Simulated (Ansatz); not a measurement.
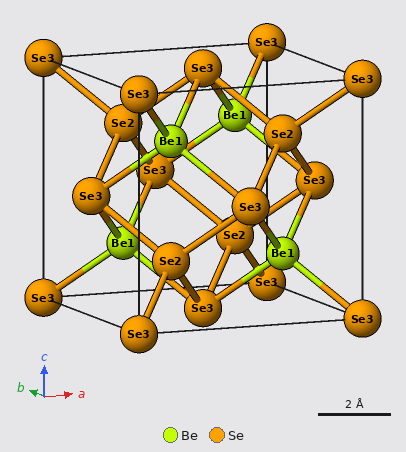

Solid BeSe2 (a generated structure, set up in F-43m) (coarse preliminary run), before the relaxation. A ball-and-stick model of the conventional cell (4 times the calculation's cell), seen slightly off an axis. Lengths and directions refer to the drawn axes.

The calculation used Ansatz, DFT PBE, scalar-relativistic, plane waves, PAW.

The input:
```yaml
crystal:
  lattice:
    - [0.0, 3.38290273, 3.38290273]
    - [3.38290273, 0.0, 3.38290273]
    - [3.38290273, 3.38290273, 0.0]
  atoms:
    - { symbol: Be, position: [0.25, 0.25, 0.25] }
    - { symbol: Se, position: [0.75, 0.75, 0.75] }
    - { symbol: Se, position: [0.0, 0.0, 0.0] }
basis:
  ecutwfc: 420
kpoints:
  mp_grid: { grid: [4, 4, 4] }
hamiltonian:
  xc: pbe
scf:
  occupations: { method: gaussian, width: 0.1 }
  lower_state_search: "off"
output:
  forces: true
  stress: true
  eigenvalues: true
relax:
  adjacent_minimum: "off"
  f_tol: 0.04
  max_steps: 70
  cell: { stress_tol: 0.4 }
```

Launched with:
```bash
ansatz run input.yaml --threads 1 --pin off --max-ram 2048MiB --backend cpu --events-out ev --progress --plain --runs-dir out
```

Q: Where does the relaxation end?

A: After 3 accepted moves (4 points after the start) the energy has fallen by 131 meV per atom. All forces vanish by symmetry, so only the cell relaxes. The pressure goes from −7.34 to −0.12 GPa. At 1 point the geometry stayed and the basis and grid were re-selected for the new cell (energy shift of 0.3 meV per atom at most each time). The atoms keep their places relative to the cell (all moves are under 0.005 Å). The drawn cell changes as follows: a = b = c 6.766 → 6.328 Å (−6.5 %); the volume changes by −18.2 %. Near-neighbour distances that change, for instance: Be1–Se3 2.930 → 2.740 Å, Se2–Se3 2.930 → 2.740 Å. The space group stays F-43m (No. 216). Cost: 11 s on 1 thread of Intel(R) Xeon(R) Platinum 8488C (Sapphire Rapids), on a shared host, peak memory 0.38 GiB.

Final geometry:

```xyz
3
Lattice="0.0000 3.1639 3.1639 3.1639 0.0000 3.1639 3.1639 3.1639 0.0000" Properties=species:S:1:pos:R:3 pbc="T T T"
Be    1.5819    1.5819    1.5819
Se    4.7458    4.7458    4.7458
Se    6.3278    6.3278    6.3278
```

The end point in the same view:

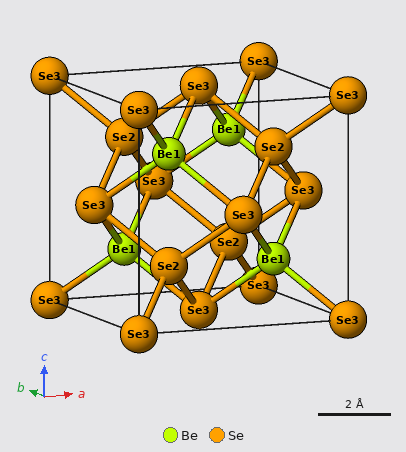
